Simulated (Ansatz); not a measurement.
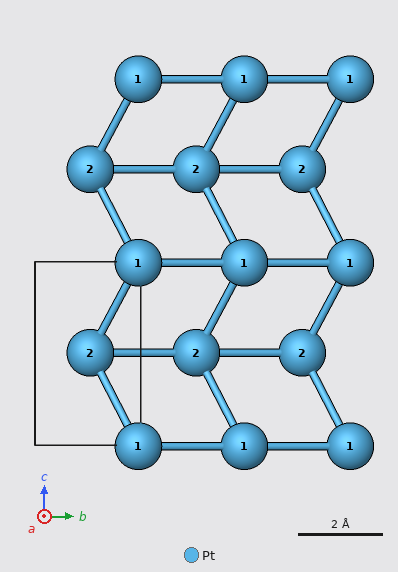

Starting structure of crystalline Pt (set up in P-1). A ball-and-stick model of the cell of the calculation, repeated 1 × 3 × 2 with one cell outlined, seen along the a axis.

Method: DFT PBEsol, scalar-relativistic, plane waves, PAW in Ansatz 0.2.0.

The input:
```yaml
crystal:
  lattice:
    - [-1.5604706009, 1.5604706009, 1.5604706009]
    - [1.5604706009, -1.5604706009, 1.5604706009]
    - [3.1209412018, 3.1209412018, 0.0]
  atoms:
    - { symbol: Pt, position: [-0.0229238347, -0.0232751453, -0.0046824676] }
    - { symbol: Pt, position: [0.5229238347, 0.5232751453, 0.5046824676] }
basis:
  ecutwfc: 420
kpoints:
  mp_grid: { grid: [14, 14, 8] }
hamiltonian:
  xc: pbesol
scf:
  occupations: { method: gaussian, width: 0.15 }
output:
  forces: true
  stress: true
  eigenvalues: true
relax:
  adjacent_minimum: "off"
  f_tol: 0.01
  max_steps: 80
  cell: { stress_tol: 0.1 }
```

Run as
```bash
ansatz run input.yaml --threads 1 --pin off --max-ram 2560MiB --backend cpu --events-out ev --progress --plain --runs-dir out
```

### What does the optimiser find from here?

The largest moves relative to the cell, 0.066 Å, are those of Pt1 and Pt2. Pt1 goes roughly along [3 3 1]. The drawn cell changes at constant volume: a = b 2.703 → 2.731 Å (+1.0 %), c 4.414 → 4.738 Å (+7.3 %), γ 109.5° → 120.7°. Among the contacts that change: Pt1–Pt1 3.121 → 2.703 Å, Pt1–Pt2 2.588 → 2.727 Å, Pt1–Pt2 (another image) 2.821 → 2.727 Å, Pt1–Pt2 (another image) 2.657 → 2.727 Å. The space group (tolerance 0.01 Å) goes from C2/m (No. 12) to I4/mmm (No. 139). Over 8 accepted moves (10 points after the start) the energy falls by 0.273 eV per cell of the calculation. The largest force component goes from 0.72 to 0.00013 eV/Å. Pressure: 1.67 GPa at the start and 0.00 GPa at the end. The SCF was repeated twice at an unchanged geometry on a basis and grid sized afresh for the cell, which shifted the energy by 0.7 meV per cell of the calculation at most. The run took 2.3 min on 1 thread of Intel(R) Xeon(R) 6975P-C (Granite Rapids), on a shared host, peak memory 0.75 GiB.

History of the run:

```
step  E − E(0), meV/atom  largest force component, eV/Å  pressure, GPa  volume, Å³/atom                      note
   0                0.00                         0.7156           1.67           15.199                          
   1              -22.18                         0.3375           1.66           15.144                          
   2              -31.47                         0.1869           0.51           15.188                          
   3              -72.77                         0.1745          -1.04           15.238                          
   4             -130.10                         0.0328           1.59           15.081                          
   5             -132.99                         0.0009          -3.61           15.408                          
   6             -136.34                         0.0038          -0.12           15.196                          
   7             -136.36                         0.0003          -0.01           15.191                          
   8             -136.71                         0.0003           0.10           15.191  same geometry, new basis
   9             -136.72                         0.0001           0.00           15.197                          
  10             -136.72                         0.0001           0.00           15.197  same geometry, new basis
```

After the run, drawn alike:

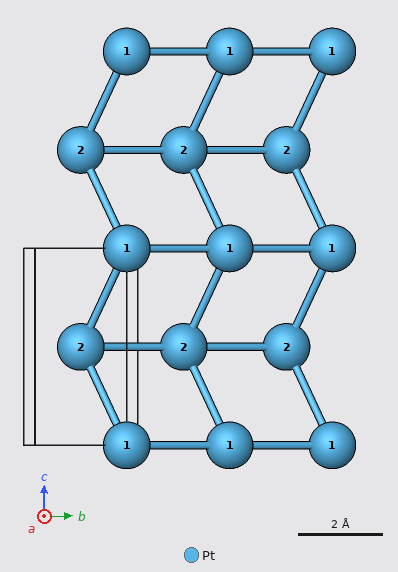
